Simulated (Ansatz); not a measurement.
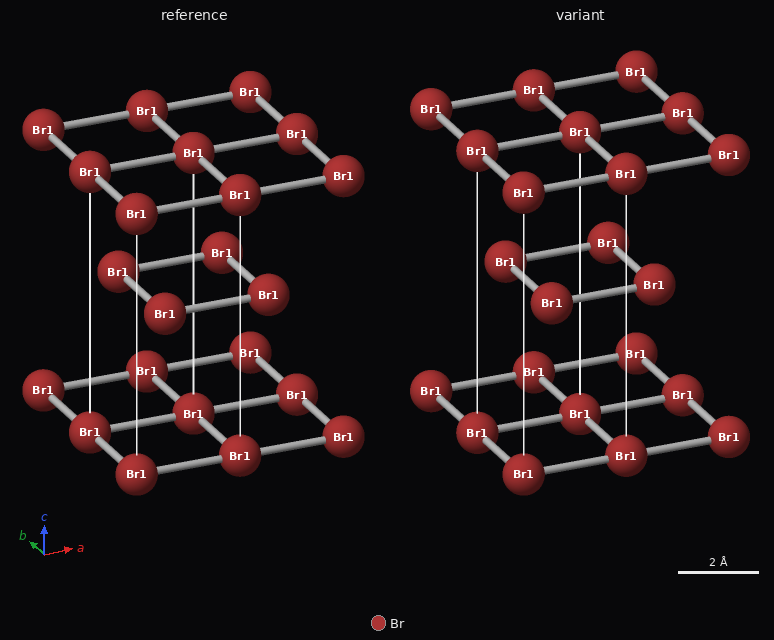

Left: a symmetric starting cell of Br. Right: the same structure after one change, at the same scale. The picture is a ball-and-stick view of the conventional cell (2 times the calculation's cell), repeated 2 × 2 × 1 with one cell outlined, seen from a free direction. Lengths and directions refer to the drawn axes.

Level of theory: DFT PBEsol, scalar-relativistic, plane waves, PAW (Ansatz). Set-up: plane-wave cutoff 420 eV; k-point mesh 20 × 20 × 20; occupations gaussian; smearing width 0.1 eV; no spin polarisation.

Q: What was changed?

A: The cell is strained by +8.2 % along c and −0.8 % across it (volume +6.5 %), the atoms keeping their fractional coordinates. No relaxation follows. The starting cell wasn't computed here and needn't be at equilibrium, so pressure and forces aren't due to the change alone.

Q: How do the computed properties respond?

A: The pressure is −0.5 GPa (not all of it need come from the change, since the unchanged cell can be under pressure at this level too). The principal stresses (compression positive) are −0.3 GPa along c and −0.5 GPa across it. All forces vanish by symmetry. Some distances before and after: Br–Br 2.847 → 2.824 Å. The space group stays I4/mmm (No. 139).

Limits of the set-up: an odd number of electrons was run without spin polarisation, which fails if the electron would localise.
